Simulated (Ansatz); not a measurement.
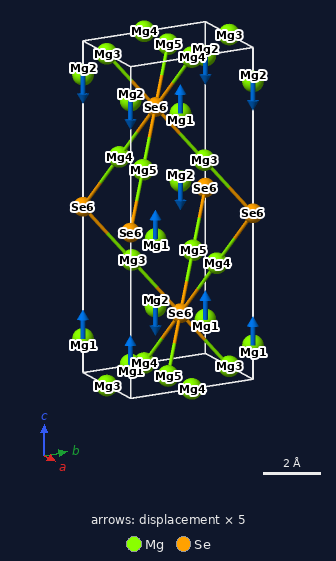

This is a relaxation of a crystal of Mg₅Se (a generated structure, set up in R-3m) (coarse preliminary run). The starting structure is drawn; blue arrows show the displacements (the part carried along by the change of the cell is left out), 5 times their true length.

Style: ball-and-stick. Shown: the conventional cell (3 times the calculation's cell), slightly off an axis. Lengths and directions refer to the drawn axes.

Level of theory: DFT PBE, scalar-relativistic, plane waves, PAW in Ansatz. Settings: plane-wave cutoff 420 eV; k-point mesh 6 × 6 × 6; occupations gaussian; smearing width 0.1 eV; no spin polarisation; cell and atoms relaxed; force threshold 0.04 eV/Å; at most 70 steps.

Question: What happened in the run?

Answer: The largest moves relative to the cell, 0.21 Å, are those of Mg1 and Mg2. Mg1 goes along +c. Se stays in place. The volume changes by +2.3 %, with a = b 6.242 → 6.186 Å (−0.9 %), c 11.951 → 12.457 Å (+4.2 %). Among the contacts that change: Mg1–Mg2 2.442 → 2.969 Å, Mg3–Se6 2.686 → 2.738 Å. Bond angles that change, for instance: Mg3–Se6–Mg4 71.0° → 68.8°, Mg3–Se6–Mg4 109.0° → 111.2°. The space group stays R-3m (No. 166). After 4 accepted moves (5 points after the start) the energy has fallen by 75.0 meV per atom. Largest force component: 2.1 eV/Å at the start, 0.0027 eV/Å at the end. Pressure: 2.45 GPa at the start and 0.00 GPa at the end. The SCF was repeated once at an unchanged geometry on a basis and grid sized afresh for the cell, which shifted the energy by less than 0.05 meV per atom at most.
